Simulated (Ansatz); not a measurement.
# Calculations on Cl

Part 1: Relaxation

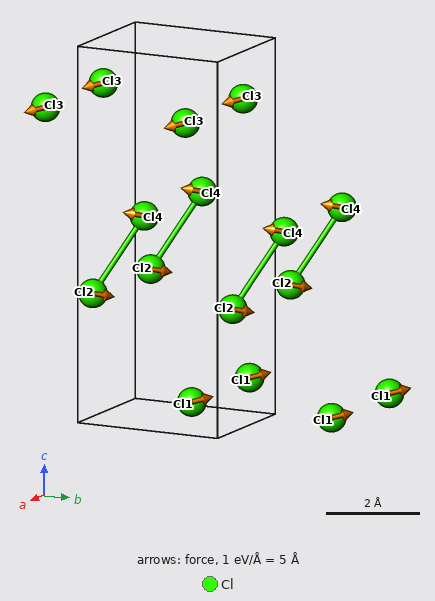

Starting geometry of solid Cl (set up in Cmce) with the computed forces as orange arrows. A ball-and-stick model of the cell of the calculation, repeated 2 × 2 × 1 with one cell outlined, seen slightly off an axis.

These are results of DFT PBE+D3(BJ), scalar-relativistic, plane waves, PAW (Ansatz), not measurements.

Input file:
```yaml
crystal:
  lattice:
    - [3.12, -2.24, 0.0]
    - [3.12, 2.24, 0.0]
    - [0.0, 0.0, 8.26]
  atoms:
    - { symbol: Cl, position: [0.13, 0.87, 0.1] }
    - { symbol: Cl, position: [0.63, 0.37, 0.4] }
    - { symbol: Cl, position: [0.87, 0.13, 0.9] }
    - { symbol: Cl, position: [0.37, 0.63, 0.6] }
basis:
  ecutwfc: 420
kpoints:
  mp_grid: { grid: [8, 8, 4] }
hamiltonian:
  xc: pbe
  dispersion: d3bj
scf:
  occupations: { method: gaussian, width: 0.02 }
output:
  forces: true
  stress: true
  eigenvalues: true
  write_density: true
  write_potential: true
  elf: true
  volumetric_format: npy
relax:
  adjacent_minimum: "off"
  f_tol: 0.005
  max_steps: 80
  cell: { stress_tol: 0.05 }
```

Launched with:
```bash
ansatz run input.yaml --threads 1 --pin off --max-ram 2560MiB --backend cpu --events-out ev --progress --plain --runs-dir out
```

Question: Is this structure relaxed? If not, where do the atoms go?

Answer: It isn't relaxed: the largest force vector, on Cl atoms, is 0.10 eV/Å. The final displacements follow the starting forces only in part (cosine between the two patterns 0.48). The energy falls by 54.4 meV per cell of the calculation in 7 accepted moves (10 points after the start). Largest force component: 0.1 eV/Å at the start, 0.0019 eV/Å at the end. Pressure: −0.51 GPa at the start and 0.00 GPa at the end. The line search rejected the trial steps at points 5, 8 of the run. The SCF was repeated once at an unchanged geometry on a basis and grid sized afresh for the cell, which shifted the energy by 0.1 meV per cell of the calculation at most. The largest moves relative to the cell, 0.075 Å, are those of Cl1, Cl2, Cl3 and Cl4. Cl3 goes along [1 −1 −2]. The drawn cell changes as follows: a = b 3.841 → 3.873 Å (+0.8 %), c 8.260 → 8.092 Å (−2.0 %), γ 71.4° → 63.4°; the volume changes by −6.0 %. Near-neighbour distances that change, for instance: Cl1–Cl3 2.021 → 2.033 Å. The space group stays Cmce (No. 64). The run took 39 s on 1 thread of Intel(R) Xeon(R) 6975P-C (Granite Rapids) (shared host), peak memory 0.45 GiB.

Part 2: A change

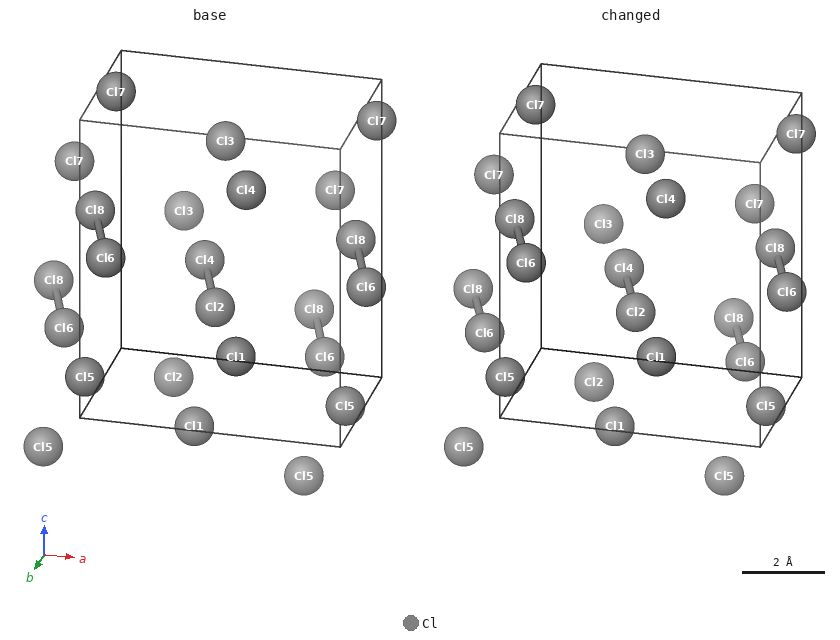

Left: crystalline Cl (set up in Cmce). Right: the same structure after one change, at the same scale. Style: ball-and-stick. Shown: the cell of the calculation, repeated 1 × 2 × 1 with one cell outlined, from a free direction.

Method: Ansatz 0.2.0, DFT PBE+D3(BJ), scalar-relativistic, plane waves, PAW. (plane-wave cutoff 420 eV; k-point mesh 4 × 8 × 4; occupations gaussian; smearing width 0.02 eV; no spin polarisation)

What distinguishes the right structure from the left one?

Strain along c alone, −4.5 %, is applied. The other axes are held and the atoms relaxed.

And its effect?

The energy rises by 4.7 meV per atom. The pressure goes from 0.0 to 0.7 GPa. The principal stresses (compression positive) are 1.3 GPa along c, 0.7 GPa along b, 0.1 GPa along a. The drawn cell changes as follows: a unchanged at 6.591 Å, b unchanged at 4.069 Å, c 8.092 → 7.728 Å (−4.5 %); the volume changes by −4.5 %. The largest moves relative to the cell, 0.051 Å, are those of 8 atoms (Cl1, Cl2, Cl3, Cl4 and others). Cl6 goes roughly along −b. Near-neighbour distances before and after: Cl–Cl 2.033 → 2.038 Å. The space group stays Cmce (No. 64).

Part 3: Series

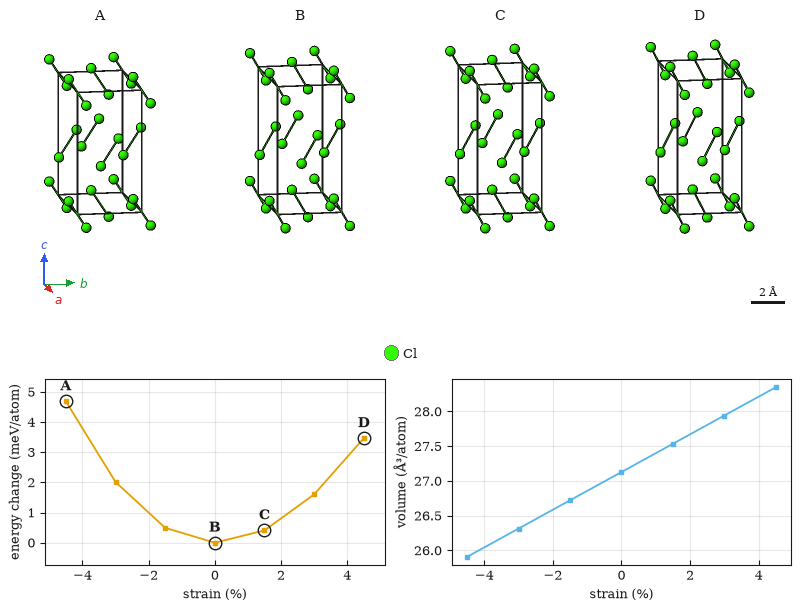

Members of a series of calculations on a crystal of Cl (set up in Cmce), marked on the first curve. A ball-and-stick model of the cell of the calculation, seen slightly off an axis.

All numbers below come from DFT PBE+D3(BJ), scalar-relativistic, plane waves, PAW (Ansatz 0.2.0). (plane-wave cutoff 420 eV; k-point mesh 4 × 8 × 4; occupations gaussian; smearing width 0.02 eV; no spin polarisation)

Describe the series.

Answer. Strain along c alone, the other axes held, atoms relaxed. A (strain −4.5 %): energy change 4.7 meV/atom, volume 25.91 Å³ per atom. B (strain 0.0 %): energy change 0.0 meV/atom, volume 27.13 Å³ per atom. C (strain 1.5 %): energy change 0.4 meV/atom, volume 27.54 Å³ per atom. D (strain 4.5 %): energy change 3.5 meV/atom, volume 28.35 Å³ per atom. The rest compares A with D. The drawn cell changes as follows: a unchanged at 6.591 Å, b unchanged at 4.069 Å, c 7.728 → 8.456 Å (+9.4 %); the volume changes by +9.4 %. Near-neighbour distances before and after: Cl–Cl 2.038 → 2.027 Å.
